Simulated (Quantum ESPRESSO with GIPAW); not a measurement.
# 17O assignment in SiO2 (Cristobalite high)

The values are calculated: DFT, PBEsol, plane-wave PAW (pslibrary 1.0.0 recipes), scalar-relativistic, GIPAW shieldings (Quantum ESPRESSO with GIPAW, a patched development version). Shieldings are without the macroscopic shape term, which is common to all sites.

```
Si O
1.0
     7.16000    0.00000    0.00000
     0.00000    7.16000    0.00000
     0.00000    0.00000    7.16000
Si O
8 16
Direct
  0.98001 0.51999 0.48001
  0.51999 0.48001 0.98001
  0.48001 0.98001 0.51999
  0.01999 0.01999 0.01999
  0.72049 0.77951 0.22049
  0.77951 0.22049 0.72049
  0.22049 0.72049 0.77951
  0.27951 0.27951 0.27951
  0.16010 0.45371 0.36021
  0.83990 0.95371 0.13979
  0.33990 0.54629 0.86021
  0.66010 0.04629 0.63979
  0.45371 0.36021 0.16010
  0.95371 0.13979 0.83990
  0.54629 0.86021 0.33990
  0.04629 0.63979 0.66010
  0.36021 0.16010 0.45371
  0.13979 0.83990 0.95371
  0.86021 0.33990 0.54629
  0.63979 0.66010 0.04629
  0.85035 0.64965 0.35035
  0.64965 0.35035 0.85035
  0.35035 0.85035 0.64965
  0.14965 0.14965 0.14965
```

The cell is an entry of the Crystallography Open Database; it need not be the form that is stable at ambient conditions. The coordinates shown are those after relaxation (atoms relaxed).

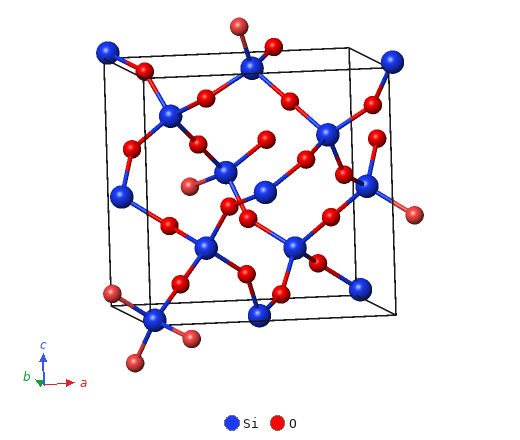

The structure (silicon blue, oxygen red). Some periodic images of atoms are drawn too.

The O sites:

| site | atom no. | atoms in cell | site symmetry | surroundings | bonds (Å) |
| --- | --- | --- | --- | --- | --- |
| O(1) | 9 | 12 | 1 | bridging Si-O-Si, 147° | 1.619 |
| O(2) | 21 | 4 | 3 | bridging Si-O-Si, 180° | 1.609 |

The lines to be assigned:

| line | σ_iso (ppm) | relative area | span (ppm) | skew |
| --- | --- | --- | --- | --- |
| A | 215.6 | 1 | 98.8 | 1.00 |
| B | 211.1 | 3 | 90.3 | 0.97 |

Q: Assign the lines to the sites.

The calculated assignment is A is O(2) (bridging Si-O-Si, 180°); B is O(1) (bridging Si-O-Si, 147°). The areas settle A and B, whose multiplicities are unique. O(2) lies on an axis of order three or more, which demands an axial or isotropic tensor.

[Banner, clock, file and message-heading lines were taken out of the pw.x and gipaw.x logs.]

[Logs are printed without paths, hosts, clocks, repeated set-up lines and the standing remarks that a program may print on its own settings, such as how far it seeks lower states.]

[Hosts, paths, dates, database ids (printed as entryN), source tags and the programs' standing remarks are cut or masked in the printed files.]
